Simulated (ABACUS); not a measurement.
Run report: SiO$_{2}$, single-point calculation (part 2 of 2)

Continued. System: SiO$_{2}$ (P1, 9 atoms in the cell). Method: Kohn-Sham DFT of a periodic cell, PBE, PseudoDojo NC SR 0.4.1 PBE standard, no spin polarisation (ABACUS 3.10.1); cutoff 1142.88 eV, 6×6×5 k-mesh, fermi-dirac of 0.05 eV. The structure derives from a Materials Project entry. It belongs to a series of runs on one base structure; here: atoms moved at random by about 0.05 A.

Geometry of the input (Å; fractional positions):
```
5.0605  0.0000  0.0000
-2.5303  4.3825  0.0000
0.0000  0.0000  5.5414
Si 0.5029  -0.0033  -0.0028
Si 0.5082  0.5028  0.6639
Si 0.0032  0.5018  0.3364
O  0.2075  0.7796  0.1745
O  0.2068  0.4151  0.5056
O  0.4173  0.2110  0.8277
O  0.8026  0.2180  0.1582
O  0.7780  0.5910  0.4980
O  0.5876  0.7966  0.8289
```

The program's output, continued:
```
----------------------------------------------------------
     Energy           Rydberg                 eV
----------------------------------------------------------
 E_KohnSham     -224.6847897568      -3056.9933946243
 E_Harris       -224.6180134824      -3056.0848568013
 E_Fermi        0.3408518399         4.6375271961
----------------------------------------------------------

 PW ALGORITHM --------------- ION=   1  ELEC=   5--------------------------------

 Density error is 8.73522942441e-05
                          Error Threshold = 2.41754585569e-06
----------------------------------------------------------
     Energy           Rydberg                 eV
----------------------------------------------------------
 E_KohnSham     -224.6850568279      -3056.9970283128
 E_Harris       -224.6643470144      -3056.7152568453
 E_Fermi        0.3417083090         4.6491800561
----------------------------------------------------------

 PW ALGORITHM --------------- ION=   1  ELEC=   6--------------------------------

 Density error is 8.78150748325e-06
                          Error Threshold = 1.81983946342e-07
----------------------------------------------------------
     Energy           Rydberg                 eV
----------------------------------------------------------
 E_KohnSham     -224.6850843426      -3056.9974026699
 E_Harris       -224.6802418443      -3056.9315171009
 E_Fermi        0.3417674596         4.6499848416
----------------------------------------------------------

 PW ALGORITHM --------------- ION=   1  ELEC=   7--------------------------------

 Density error is 5.45286198694e-07
                          Error Threshold = 1.82948072568e-08
----------------------------------------------------------
     Energy           Rydberg                 eV
----------------------------------------------------------
 E_KohnSham     -224.6850861295      -3056.9974269816
 E_Harris       -224.6872769990      -3057.0272352905
 E_Fermi        0.3421586657         4.6553074737
----------------------------------------------------------

 PW ALGORITHM --------------- ION=   1  ELEC=   8--------------------------------

 Density error is 1.08853696099e-07
                          Error Threshold = 1.13601291395e-09
----------------------------------------------------------
     Energy           Rydberg                 eV
----------------------------------------------------------
 E_KohnSham     -224.6850862921      -3056.9974291946
 E_Harris       -224.6849690598      -3056.9958341668
 E_Fermi        0.3421975012         4.6558358571
----------------------------------------------------------

 PW ALGORITHM --------------- ION=   1  ELEC=   9--------------------------------

 Density error is 8.48001497709e-09
                          Error Threshold = 2.26778533539e-10
----------------------------------------------------------
     Energy           Rydberg                 eV
----------------------------------------------------------
 E_KohnSham     -224.6850863208      -3056.9974295841
 E_KS(sigma->0) -224.6850863208      -3056.9974295841
 E_Harris       -224.6845715901      -3056.9904263137
 E_band         -17.8371871528       -242.6873815698
 E_one_elec     -118.9854869144      -1618.8806013398
 E_Hartree      84.3124323683        1147.1294924485
 E_xc           -60.7428364015       -826.4486877423
 E_Ewald        -129.2691953732      -1758.7976329504
 E_entropy(-TS) 0.0000000000         0.0000000000
 E_descf        0.0000000000         0.0000000000
 E_exx          0.0000000000         0.0000000000
 E_Fermi        0.3422119947         4.6560330523
----------------------------------------------------------

 charge density convergence is achieved
 final etot is -3056.9974296 eV
 EFERMI = 4.6560330523 eV
The vacuum level is 4.4394538174 eV

 STATE ENERGY(eV) AND OCCUPATIONS    NSPIN == 1
 1/92 kpoint (Cartesian) = 0.0000 0.0000 0.0000 (2675 pws)
       1       -17.5167      0.0111111
       2       -16.1460      0.0111111
       3       -16.0197      0.0111111
       4       -15.4112      0.0111111
       5       -15.4023      0.0111111
       6       -15.3359      0.0111111
       7       -6.72235      0.0111111
       8       -6.62110      0.0111111
       9       -3.88757      0.0111111
      10       -3.62715      0.0111111
      11       -3.53169      0.0111111
      12       -3.41578      0.0111111
      13       -1.05087      0.0111111
      14       -1.03934      0.0111111
      15      -0.992591      0.0111111
      16      -0.690034      0.0111111
      17      0.0815632      0.0111111
      18      0.0923766      0.0111111
      19       0.163087      0.0111111
      20       0.824337      0.0111111
      21       0.900496      0.0111111
      22        1.39007      0.0111111
      23        1.40849      0.0111111
      24        1.66447      0.0111111
      25        7.54735    8.55282e-28
      26        10.6931    4.06132e-55
      27        10.7636    9.91382e-56
      28        11.0700    2.15984e-58
      29        11.1888    2.00642e-59

 2/92 kpoint (Cartesian) = 0.032935 0.019015 0.0000 (2684 pws)
       1       -17.4433      0.0222222
       2       -16.2217      0.0222222
       3       -16.0262      0.0222222
       4       -15.4693      0.0222222
       5       -15.4005      0.0222222
       6       -15.3082      0.0222222
       7       -6.71503      0.0222222
       8       -6.47775      0.0222222
       9       -3.88023      0.0222222
      10       -3.70602      0.0222222
      11       -3.61046      0.0222222
      12       -3.27581      0.0222222
      13       -1.19746      0.0222222
      14       -1.01853      0.0222222
      15      -0.921163      0.0222222
      16      -0.487443      0.0222222
      17      -0.108833      0.0222222
      18      0.0424287      0.0222222
      19       0.116563      0.0222222
      20       0.720943      0.0222222
      21       0.849241      0.0222222
      22        1.40051      0.0222222
      23        1.47924      0.0222222
      24        1.60178      0.0222222
      25        7.92659    8.69137e-31
      26        10.6672    1.36390e-54
      27        10.8267    5.61277e-56
      28        11.1906    3.87303e-59
      29        11.3473    1.68587e-60

 3/92 kpoint (Cartesian) = 0.065869 0.038030 0.0000 (2673 pws)
       1       -17.2459      0.0222222
       2       -16.4528      0.0222222
       3       -16.0198      0.0222222
       4       -15.5270      0.0222222
       5       -15.4099      0.0222222
       6       -15.2865      0.0222222
       7       -6.77762      0.0222222
       8       -6.04362      0.0222222
       9       -3.98300      0.0222222
      10       -3.85973      0.0222222
      11       -3.69003      0.0222222
      12       -3.00434      0.0222222
      13       -1.29595      0.0222222
      14       -1.03167      0.0222222
      15      -0.728385      0.0222222
      16      -0.524221      0.0222222
      17      -0.288696      0.0222222
      18     -0.0906513      0.0222222
      19       0.130216      0.0222222
      20       0.618117      0.0222222
      21       0.802303      0.0222222
      22        1.05136      0.0222222
      23        1.50127      0.0222222
      24        1.77713      0.0222222
      25        8.83400    1.14145e-38
      26        10.5565    1.24703e-53
      27        11.1562    7.71206e-59
      28        11.4824    1.13103e-61
      29        11.6836    2.02461e-63

 4/92 kpoint (Cartesian) = 0.098804 0.057045 0.0000 (2678 pws)
       1       -17.0742      0.0111111
       2       -16.6475      0.0111111
       3       -16.0135      0.0111111
       4       -15.5465      0.0111111
       5       -15.4150      0.0111111
       6       -15.2805      0.0111111
       7       -6.81008      0.0111111
       8       -5.75962      0.0111111
       9       -4.18144      0.0111111
      10       -3.88407      0.0111111
      11       -3.68931      0.0111111
      12       -2.86448      0.0111111
      13       -1.24351      0.0111111
      14       -1.16847      0.0111111
      15      -0.698128      0.0111111
      16      -0.511138      0.0111111
      17      -0.339664      0.0111111
      18      -0.133271      0.0111111
      19       0.172203      0.0111111
      20       0.590488      0.0111111
      21       0.681288      0.0111111
      22       0.938441      0.0111111
      23        1.49244      0.0111111
      24        1.85332      0.0111111
      25        9.56014    2.81327e-45
      26        10.3240    6.52807e-52
      27        11.4660    7.84849e-62
      28        11.5135    3.03942e-62
      29        11.6070    4.68589e-63

 5/92 kpoint (Cartesian) = 0.0000 0.038030 0.0000 (2691 pws)
       1       -17.4474      0.0222222
       2       -16.1678      0.0222222
       3       -16.0737      0.0222222
       4       -15.4793      0.0222222
       5       -15.3625      0.0222222
       6       -15.3399      0.0222222
       7       -6.67208      0.0222222
       8       -6.51654      0.0222222
       9       -3.88031      0.0222222
      10       -3.70879      0.0222222
      11       -3.63403      0.0222222
      12       -3.25268      0.0222222
      13       -1.17883      0.0222222
      14       -1.01060      0.0222222
      15      -0.938415      0.0222222
      16      -0.502755      0.0222222
      17     -0.0851538      0.0222222
      18      0.0441850      0.0222222
      19      0.0925626      0.0222222
      20       0.738498      0.0222222
      21       0.842482      0.0222222
      22        1.40953      0.0222222
      23        1.49588      0.0222222
      24        1.56804      0.0222222
      25        7.92223    9.48356e-31
      26        10.6841    9.72471e-55
      27        10.7991    9.73619e-56
      28        11.1504    8.65081e-59
      29        11.3302    2.37670e-60

 6/92 kpoint (Cartesian) = 0.032935 0.057045 0.0000 (2689 pws)
       1       -17.3168      0.0222222
       2       -16.3063      0.0222222
       3       -16.0880      0.0222222
       4       -15.5199      0.0222222
       5       -15.3895      0.0222222
       6       -15.3065      0.0222222
       7       -6.74177      0.0222222
       8       -6.15891      0.0222222
       9       -4.05500      0.0222222
      10       -3.73983      0.0222222
      11       -3.69307      0.0222222
      12       -3.05154      0.0222222
      13       -1.25251      0.0222222
      14       -1.03026      0.0222222
      15      -0.747798      0.0222222
      16      -0.446721      0.0222222
      17      -0.349742      0.0222222
      18     -0.0413813      0.0222222
      19       0.116887      0.0222222
      20       0.550520      0.0222222
      21       0.931558      0.0222222
      22        1.09598      0.0222222
      23        1.55272      0.0222222
      24        1.67922      0.0222222
      25        8.56566    2.44469e-36
      26        10.6260    3.10932e-54
      27        10.8964    1.39228e-56
      28        11.4227    3.73665e-61
      29        11.5297    4.39404e-62

[... levels at 86 further k points ...]

------------------------------------------------------------------------------------------
 TOTAL-FORCE (eV/Angstrom)
------------------------------------------------------------------------------------------
                       Si1        -1.1165183862         0.7674114576         0.7568126468
                       Si2        -3.1372400966        -0.5944964994         1.7875767033
                       Si3        -1.2517763277        -1.4261804572         1.4907232596
                        O1         1.1447150916         3.1561901310        -2.2001109873
                        O2        -0.6241144431        -0.1765571794         0.0050013703
                        O3         0.6426227867        -1.3677192146         1.2401076068
                        O4        -0.4734236717        -0.6833096849         0.0643174114
                        O5         4.5163610139         0.5213303348        -3.1344213554
                        O6         0.2993740331        -0.1966688881        -0.0100066555
------------------------------------------------------------------------------------------

----------------------------------------------------------------
 TOTAL-STRESS (KBAR)
----------------------------------------------------------------
        42.0474486928        16.4443933622       -28.3790438182
        16.4443933622        61.8941909884       -23.0731000274
       -28.3790438182       -23.0731000274        57.4561832712
----------------------------------------------------------------
 TOTAL-PRESSURE: 53.799274 KBAR

 --------------------------------------------
 !FINAL_ETOT_IS -3056.9974295840870582 eV
 --------------------------------------------
```

Standard output:
```
ABACUS v3.10.1

               Atomic-orbital Based Ab-initio Computation at UStc

 UNIFORM GRID DIM        : 60 * 60 * 64
 UNIFORM GRID DIM(BIG)   : 60 * 60 * 64
 ---------------------------------------------------------
 Self-consistent calculations for electrons
 ---------------------------------------------------------
 SPIN    KPOINTS         PROCESSORS  THREADS
 1       92              4           4
 ---------------------------------------------------------
 Use plane wave basis
 ---------------------------------------------------------
 ELEMENT NATOM       XC
 Si      3
 O       6
 ---------------------------------------------------------
 Initial plane wave basis and FFT box
 ---------------------------------------------------------
 -------------------------------------------
 SELF-CONSISTENT :
 -------------------------------------------
 START CHARGE      : atomic
 ITER       ETOT/eV          EDIFF/eV         DRHO     TIME/s
 DA1     -3.04623842e+03   0.00000000e+00   2.2763e+00  17.80
 DA2     -3.05477349e+03  -8.53507551e+00   7.6660e-01  11.95
 DA3     -3.05696030e+03  -2.18680585e+00   1.2635e-02  10.86
 DA4     -3.05699339e+03  -3.30962473e-02   1.1604e-03  13.55
 DA5     -3.05699703e+03  -3.63368846e-03   8.7352e-05  11.88
 DA6     -3.05699740e+03  -3.74357136e-04   8.7815e-06  13.44
 DA7     -3.05699743e+03  -2.43116306e-05   5.4529e-07  13.11
 DA8     -3.05699743e+03  -2.21301352e-06   1.0885e-07  13.51
 DA9     -3.05699743e+03  -3.89521631e-07   8.4800e-09  12.73
----------------------------------------------------------------
 TOTAL-STRESS (KBAR)
----------------------------------------------------------------
        42.0474486928        16.4443933622       -28.3790438182
        16.4443933622        61.8941909884       -23.0731000274
       -28.3790438182       -23.0731000274        57.4561832712
----------------------------------------------------------------
 TOTAL-PRESSURE: 53.799274 KBAR
```

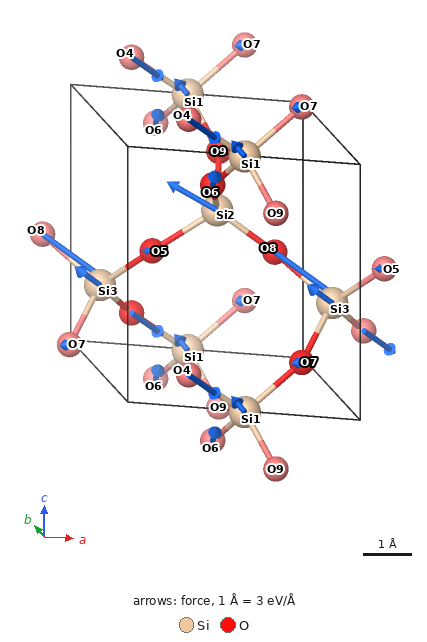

**Figure 1.** Forces on the atoms as blue arrows (ball-and-stick view of the cell of the calculation, seen slightly off an axis; neighbours outside the cell are drawn fainter; atoms are numbered from 1 in the order of the input); the smallest are left out. The largest act on O8 (5.52 eV/Å); O4 (4.01 eV/Å); Si2 (3.66 eV/Å); Si3 (2.41 eV/Å), among others. The geometry is not a stationary point of this energy.

Summary:

| quantity | value |
| --- | --- |
| outcome | converged |
| space group (tolerance 0.01 Å) | P1 (1) |
| electrons treated | 48 |
| free energy | −3056.9974 eV |
| Fermi energy | 4.656 eV |
| gap on the k-point mesh | 5.68 eV |
| pressure | 5.38 GPa |
| largest force (length of the vector) | 5.522 eV/Å |
| hardware | 4 threads of AMD EPYC (Zen 5), 32 GiB of memory available, shared host |
| wall time | 2.2 min (CPU time 8.6 min) |
| peak memory | 0.88 GiB |

The cell is under a pressure of 5.4 GPa at this level, so it is not at its equilibrium volume.
